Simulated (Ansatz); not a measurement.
Ga$_{10}$P$_{9}$: geometry relaxation (part 3 of 3)

Ga$_{10}$P$_{9}$ (slab, 19 atoms in the cell); DFT PBEsol, scalar-relativistic, plane waves, PAW, no spin polarisation (Ansatz 0.2.0); cutoff 420 eV, 6×5×1 k-mesh, Gaussian smearing of 0.05 eV. The structure derives from an entry of the Crystallography Open Database. It belongs to a series of runs on one base structure; here: (2 1 0) slab, atoms relaxed.

Geometry of the input (Å; fractional positions):
```
5.4385  0.0000  0.0000
-2.7192  6.0804  0.0000
0.0000  0.0000  25.9447
Ga 0.7000  0.4000  0.2891
P  0.8000  0.1000  0.3125
Ga 0.4000  0.8000  0.3359
P  0.5000  0.5000  0.3594
Ga 0.1000  0.2000  0.3828
P  0.2000  0.9000  0.4063
Ga 0.8000  0.6000  0.4297
P  0.9000  0.3000  0.4531
Ga 0.5000  0.0000  0.4766
P  0.6000  0.7000  0.5000
Ga 0.2000  0.4000  0.5234
P  0.3000  0.1000  0.5469
Ga 0.9000  0.8000  0.5703
P  -0.0000  0.5000  0.5937
Ga 0.6000  0.2000  0.6172
P  0.7000  0.9000  0.6406
Ga 0.3000  0.6000  0.6641
P  0.4000  0.3000  0.6875
Ga 0.0000  0.0000  0.7109
```

**Trajectory as extended XYZ, continued**
```
19
Lattice="5.4385 0.0000 0.0000 -2.7192 6.0804 0.0000 0.0000 0.0000 25.9447" Properties=species:S:1:pos:R:3:forces:R:3 step=5 energy=-44094.40078
Ga    3.2992    2.7528    7.9022    0.2003   0.0210   0.3406
P     4.1414    0.4727    7.8808   -0.0076   0.2541  -0.0737
Ga    0.0720    4.9709    8.8768   -0.2197  -0.1450  -0.0409
P     1.2594    2.9882    9.2671    0.1997   0.0417  -0.0966
Ga   -0.1559    1.1637    9.8352    0.0396  -0.1488  -0.0499
P    -1.4845    5.4618   10.5440   -0.0232   0.0609   0.0961
Ga    2.6114    3.6143   11.1378   -0.1101   0.0164   0.0160
P     3.9973    1.8070   11.7309   -0.0107  -0.0004  -0.0034
Ga    2.6238    0.0073   12.3724   -0.0650  -0.0272  -0.0235
P     1.2635    4.2565   12.9722   -0.0061  -0.0005  -0.0006
Ga   -0.0958    2.4261   13.5727   -0.0633   0.0299   0.0229
P     1.2775    0.6267   14.2137   -0.0095  -0.0017   0.0030
Ga    2.6122    4.8989   14.8064   -0.1102  -0.0134  -0.0151
P    -1.4848    3.0514   15.4013   -0.0229  -0.0587  -0.0929
Ga    2.5632    1.2686   16.1094    0.0366   0.1504   0.0531
P     1.2586    5.5250   16.6747    0.2031  -0.0456   0.0912
Ga    0.0732    3.5415   17.0680   -0.2188   0.1441   0.0410
P     1.4223    1.9581   18.0652   -0.0112  -0.2563   0.0707
Ga    0.5788   -0.3244   18.0436    0.1992  -0.0210  -0.3385
19
Lattice="5.4385 0.0000 0.0000 -2.7192 6.0804 0.0000 0.0000 0.0000 25.9447" Properties=species:S:1:pos:R:3:forces:R:3 step=6 energy=-44094.56530
Ga    3.4127    2.8103    8.0450    0.0286  -0.0475   0.1438
P     4.1125    0.4867    7.8825    0.0178   0.2840  -0.0131
Ga    0.0175    4.9474    8.8439   -0.2194  -0.1709  -0.0634
P     1.2734    2.9980    9.2499    0.2191   0.0513  -0.0277
Ga   -0.1423    1.1511    9.8210    0.0711  -0.1418  -0.0123
P    -1.4904    5.4568   10.5597   -0.0238   0.0555   0.0912
Ga    2.5892    3.6141   11.1445   -0.0773   0.0376   0.0229
P     3.9926    1.8053   11.7161    0.0044  -0.0018   0.0252
Ga    2.6103    0.0125   12.3771   -0.0242   0.0012  -0.0194
P     1.2433    4.2567   12.9720    0.0129  -0.0003  -0.0003
Ga   -0.1092    2.4215   13.5682   -0.0244   0.0012   0.0186
P     1.2732    0.6288   14.2287    0.0041  -0.0018  -0.0258
Ga    2.5904    4.8994   14.7989   -0.0769  -0.0352  -0.0253
P    -1.4909    3.0566   15.3862   -0.0206  -0.0557  -0.0901
Ga    2.5764    1.2813   16.1244    0.0663   0.1462   0.0145
P     1.2728    5.5147   16.6904    0.2246  -0.0576   0.0326
Ga    0.0185    3.5651   17.1010   -0.2238   0.1698   0.0640
P     1.3916    1.9432   18.0636    0.0123  -0.2904   0.0131
Ga    0.6913   -0.3825   17.9013    0.0299   0.0560  -0.1491
19
Lattice="5.4385 0.0000 0.0000 -2.7192 6.0804 0.0000 0.0000 0.0000 25.9447" Properties=species:S:1:pos:R:3:forces:R:3 step=7 energy=-44094.63063
Ga    3.5194    2.8957    8.1813   -0.2525  -0.1701  -0.1103
P     4.0582    0.5365    7.9075    0.0471   0.2437   0.0762
Ga   -0.0693    4.9103    8.7914   -0.0555  -0.0954  -0.0115
P     1.3054    3.0261    9.2458    0.1901   0.0349   0.0332
Ga   -0.1089    1.1412    9.8121    0.0734  -0.0619  -0.0316
P    -1.4917    5.4568   10.5883   -0.0002   0.0400   0.0303
Ga    2.5732    3.6246   11.1671   -0.0422   0.0237  -0.0061
P     4.0020    1.8131   11.7044   -0.0216  -0.0212   0.0633
Ga    2.6116    0.0283   12.3785    0.0374   0.0300  -0.0108
P     1.2169    4.2564   12.9717    0.0492  -0.0016   0.0003
Ga   -0.1081    2.4057   13.5675    0.0332  -0.0296   0.0121
P     1.2819    0.6199   14.2408   -0.0245   0.0215  -0.0624
Ga    2.5727    4.8890   14.7767   -0.0432  -0.0250   0.0017
P    -1.4944    3.0558   15.3575    0.0035  -0.0440  -0.0351
Ga    2.6067    1.2916   16.1353    0.0809   0.0649   0.0281
P     1.3019    5.4847   16.6951    0.1913  -0.0286  -0.0313
Ga   -0.0742    3.6024   17.1559   -0.0573   0.1013   0.0079
P     1.3322    1.8940   18.0392    0.0507  -0.2500  -0.0784
Ga    0.7970   -0.4651   17.7582   -0.2600   0.1672   0.1241
19
Lattice="5.4385 0.0000 0.0000 -2.7192 6.0804 0.0000 0.0000 0.0000 25.9447" Properties=species:S:1:pos:R:3:forces:R:3 step=8 energy=-44094.58373 accepted=F
Ga    3.4349    2.8088    8.1595   -0.1693  -0.0009   0.0836
P     4.0508    0.5195    7.9143   -0.2642  -0.2363  -0.1820
Ga   -0.1271    4.7868    8.7393    0.1559   0.0615  -0.0515
P     1.3038    2.9711    9.3428    0.1155   0.2185  -0.2954
Ga   -0.1401    1.0674    9.7837    0.3205   0.1443   0.2654
P    -1.4341    5.4714   10.5767   -0.0581  -0.0419   0.2581
Ga    2.6215    3.6700   11.1882   -0.0507  -0.0267  -0.0739
P     4.0152    1.8268   11.6826    0.0903  -0.0714   0.1356
Ga    2.6628    0.0639   12.4230   -0.1622  -0.1486  -0.2540
P     1.2400    4.2571   12.9729    0.0380   0.0027  -0.0003
Ga   -0.0571    2.3691   13.5195   -0.1523   0.1419   0.2555
P     1.2966    0.6067   14.2609    0.0819   0.0844  -0.1294
Ga    2.6207    4.8473   14.7583   -0.0582   0.0149   0.0698
P    -1.4363    3.0436   15.3644   -0.0481   0.0375  -0.2365
Ga    2.5798    1.3660   16.1610    0.3032  -0.1523  -0.2621
P     1.2982    5.5381   16.6038    0.1352  -0.1947   0.2836
Ga   -0.1334    3.7235   17.2072    0.1485  -0.0712   0.0458
P     1.3270    1.9099   18.0298   -0.2659   0.2346   0.1782
Ga    0.7095   -0.3800   17.7866   -0.1603   0.0039  -0.0901
19
Lattice="5.4385 0.0000 0.0000 -2.7192 6.0804 0.0000 0.0000 0.0000 25.9447" Properties=species:S:1:pos:R:3:forces:R:3 step=9 energy=-44094.67286
Ga    3.4651    2.8630    8.1478   -0.0995  -0.1052  -0.0103
P     4.0491    0.5325    7.9264    0.0280   0.1765   0.0062
Ga   -0.1126    4.8778    8.7467   -0.0255  -0.0626   0.0415
P     1.3055    3.0337    9.2556    0.1197   0.0285   0.0102
Ga   -0.0939    1.1421    9.8153    0.0167  -0.0545  -0.0170
P    -1.4702    5.4630   10.5889   -0.0405  -0.0053  -0.0209
Ga    2.5922    3.6337   11.1637   -0.0179   0.0294   0.0034
P     4.0156    1.8187   11.7083   -0.0064  -0.0132   0.0355
Ga    2.6350    0.0299   12.3794    0.0303   0.0050  -0.0152
P     1.2402    4.2566   12.9717   -0.0113   0.0001   0.0000
Ga   -0.0842    2.4042   13.5658    0.0295  -0.0070   0.0172
P     1.2956    0.6145   14.2369   -0.0069   0.0160  -0.0369
Ga    2.5915    4.8804   14.7803   -0.0184  -0.0315  -0.0029
P    -1.4718    3.0505   15.3557   -0.0388   0.0038   0.0187
Ga    2.6239    1.2912   16.1307    0.0135   0.0509   0.0197
P     1.3026    5.4776   16.6864    0.1242  -0.0221  -0.0111
Ga   -0.1175    3.6357   17.1999   -0.0237   0.0606  -0.0402
P     1.3240    1.8973   18.0183    0.0259  -0.1809  -0.0081
Ga    0.7424   -0.4354   17.7965   -0.0990   0.1114   0.0102
19
Lattice="5.4385 0.0000 0.0000 -2.7192 6.0804 0.0000 0.0000 0.0000 25.9447" Properties=species:S:1:pos:R:3:forces:R:3 step=10 energy=-44094.65365 accepted=F
Ga    3.4462    2.7789    8.1838   -0.0212   0.2022  -0.0941
P     4.0153    0.5254    7.9316    0.1500  -0.1699   0.0788
Ga   -0.1398    4.7984    8.7323   -0.0230   0.0769  -0.0097
P     1.3448    3.0258    9.2833   -0.1597   0.0042   0.0542
Ga   -0.0905    1.1496    9.8130   -0.0065  -0.0437  -0.0567
P    -1.4736    5.4693   10.5704    0.0494  -0.0696   0.0677
Ga    2.6083    3.6473   11.1932   -0.0031  -0.0182  -0.0135
P     4.0365    1.8307   11.7274   -0.0156  -0.0299  -0.0536
Ga    2.6470    0.0368   12.3488   -0.0023   0.0121  -0.0044
P     1.2223    4.2551   12.9723    0.0626   0.0034  -0.0028
Ga   -0.0734    2.3947   13.5973   -0.0018  -0.0161  -0.0014
P     1.3168    0.6007   14.2176   -0.0205   0.0283   0.0564
Ga    2.6084    4.8645   14.7507    0.0006   0.0152   0.0106
P    -1.4755    3.0419   15.3747    0.0549   0.0778  -0.0621
Ga    2.6265    1.2815   16.1334   -0.0067   0.0510   0.0575
P     1.3444    5.4864   16.6585   -0.1645  -0.0029  -0.0509
Ga   -0.1449    3.7187   17.2141   -0.0280  -0.0866   0.0063
P     1.2890    1.9063   18.0138    0.1607   0.1839  -0.0817
Ga    0.7247   -0.3448   17.7581   -0.0250  -0.2182   0.0995
19
Lattice="5.4385 0.0000 0.0000 -2.7192 6.0804 0.0000 0.0000 0.0000 25.9447" Properties=species:S:1:pos:R:3:forces:R:3 step=11 energy=-44094.68333
Ga    3.4353    2.8345    8.1533    0.0066   0.0042   0.0030
P     4.0466    0.5410    7.9356   -0.0277  -0.0153   0.0123
Ga   -0.1287    4.8522    8.7413    0.0139   0.0092  -0.0175
P     1.3141    3.0370    9.2763    0.0063  -0.0215  -0.0025
Ga   -0.0850    1.1369    9.8186   -0.0098   0.0095  -0.0147
P    -1.4709    5.4550   10.5882    0.0176   0.0363  -0.0056
Ga    2.5998    3.6349   11.1788   -0.0021  -0.0266  -0.0001
P     4.0270    1.8183   11.7168   -0.0057   0.0096  -0.0016
Ga    2.6438    0.0305   12.3675   -0.0028   0.0159   0.0041
P     1.2366    4.2563   12.9719    0.0085  -0.0009   0.0012
Ga   -0.0753    2.4023   13.5777   -0.0039  -0.0151  -0.0046
P     1.3072    0.6141   14.2285   -0.0037  -0.0096   0.0016
Ga    2.6001    4.8776   14.7653   -0.0029   0.0259  -0.0009
P    -1.4711    3.0577   15.3568    0.0156  -0.0356   0.0041
Ga    2.6332    1.2957   16.1275   -0.0073  -0.0080   0.0116
P     1.3136    5.4756   16.6660    0.0040   0.0185   0.0031
Ga   -0.1319    3.6622   17.2052    0.0154  -0.0071   0.0163
P     1.3230    1.8898   18.0090   -0.0266   0.0158  -0.0100
Ga    0.7153   -0.4045   17.7898    0.0044  -0.0052   0.0002
19
Lattice="5.4385 0.0000 0.0000 -2.7192 6.0804 0.0000 0.0000 0.0000 25.9447" Properties=species:S:1:pos:R:3:forces:R:3 step=12 energy=-44094.68394
Ga    3.4370    2.8382    8.1514    0.0041  -0.0060  -0.0019
P     4.0402    0.5408    7.9336   -0.0023   0.0053   0.0051
Ga   -0.1275    4.8505    8.7396   -0.0008   0.0056   0.0004
P     1.3162    3.0353    9.2740   -0.0064  -0.0034  -0.0006
Ga   -0.0878    1.1380    9.8132    0.0011  -0.0002  -0.0048
P    -1.4694    5.4604   10.5864    0.0019  -0.0010  -0.0017
Ga    2.6008    3.6358   11.1772    0.0018   0.0007   0.0017
P     4.0277    1.8202   11.7146   -0.0007   0.0004   0.0023
Ga    2.6448    0.0332   12.3682    0.0004  -0.0005  -0.0002
P     1.2374    4.2561   12.9720    0.0018   0.0000   0.0001
Ga   -0.0746    2.3995   13.5768    0.0006   0.0008   0.0004
P     1.3080    0.6123   14.2304   -0.0004  -0.0003  -0.0024
Ga    2.6011    4.8770   14.7668    0.0016  -0.0007  -0.0015
P    -1.4699    3.0526   15.3585    0.0021   0.0013   0.0020
Ga    2.6304    1.2946   16.1325    0.0007   0.0004   0.0051
P     1.3154    5.4772   16.6683   -0.0057   0.0039   0.0005
Ga   -0.1301    3.6637   17.2065   -0.0020  -0.0072  -0.0004
P     1.3168    1.8901   18.0112   -0.0019  -0.0051  -0.0050
Ga    0.7162   -0.4084   17.7931    0.0042   0.0060   0.0009
```

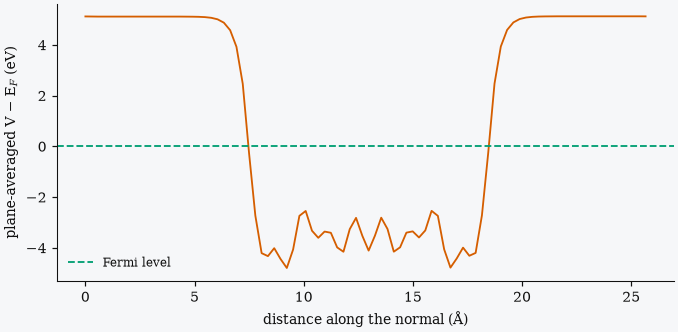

**Figure 1.** Plane average of the electrostatic potential energy of an electron across the cell, from the Fermi level. The vacuum level lies 5.13 eV above the Fermi level.

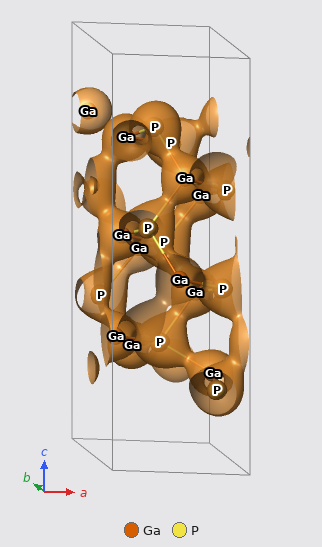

**Figure 2.** Isosurface of the valence pseudo-density at 0.4 e/Å³ (orange), seen slightly off an axis. Sticks mark near contacts. At this value the density is joined into sheets; it holds about 75 % of the electrons treated as valence (semicore included). On the grid the lowest density along these lines, outside the cores, is 0.55 e/Å³ (Ga–P, 2.34 Å), 0.5 e/Å³ (Ga–P, 2.38 Å) and 0.47 e/Å³ (Ga–P, 2.42 Å). Core electrons are frozen (PAW), so the fields are smoothed inside the atomic spheres.

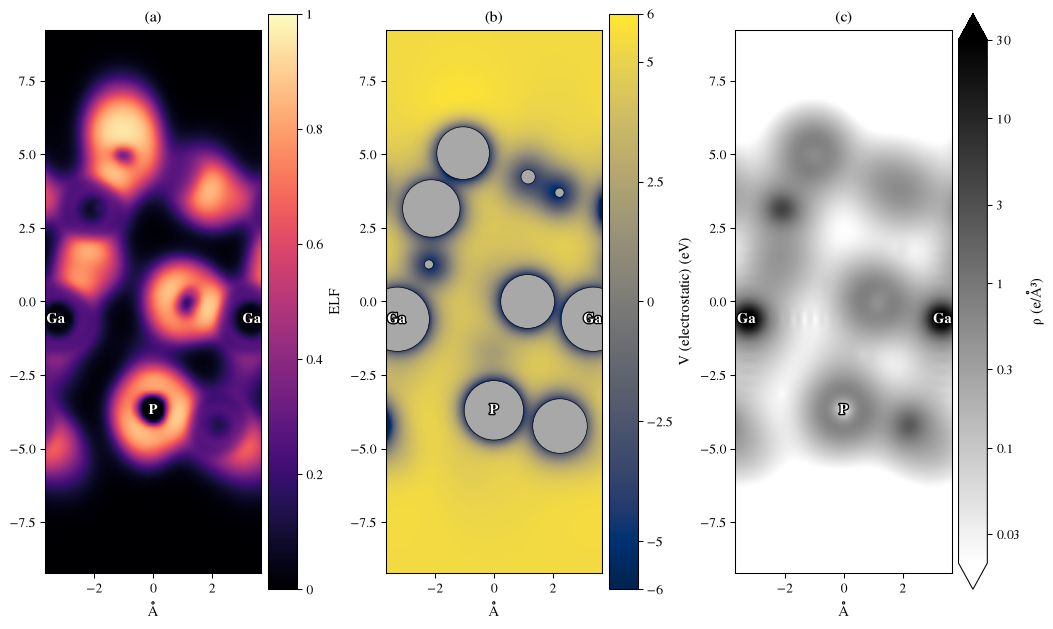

**Figure 3.** (a) electron localisation function; (b) electrostatic potential energy of an electron; (c) valence pseudo-density on the (100) plane of the calculation cell, a cut from vacuum to vacuum. Grey discs, where drawn, cover atomic cores. Atoms in the plane: P and Ga. The density dies away to nearly zero in the vacuum. The strong features right at Ga lie inside the PAW spheres (semicore, d or f shells) and say nothing about bonding.

**Key numbers**

| quantity | value |
| --- | --- |
| outcome | converged |
| electrons treated | 175 |
| free energy | −44094.6839 eV |
| work function, top face | 5.13 eV |
| work function, bottom face | 5.12 eV |
| Fermi energy | 0.271 eV |
| gap on the k-point mesh | none (metallic) |
| final volume | 857.93 Å³ |
| work function (upper face) | 5.13 eV |
| largest force (length of the vector) at the end | 0.008 eV/Å |
| hardware | 2 threads of Intel Xeon @ 2.50GHz (Skylake/Cascade Lake), 32 GiB of memory available, shared host |
| wall time | 21 min (CPU time 41 min) |
| peak memory | 2.2 GiB |

**Remarks**

The program warns: the exchange-correlation potential is rough where the density is thin.
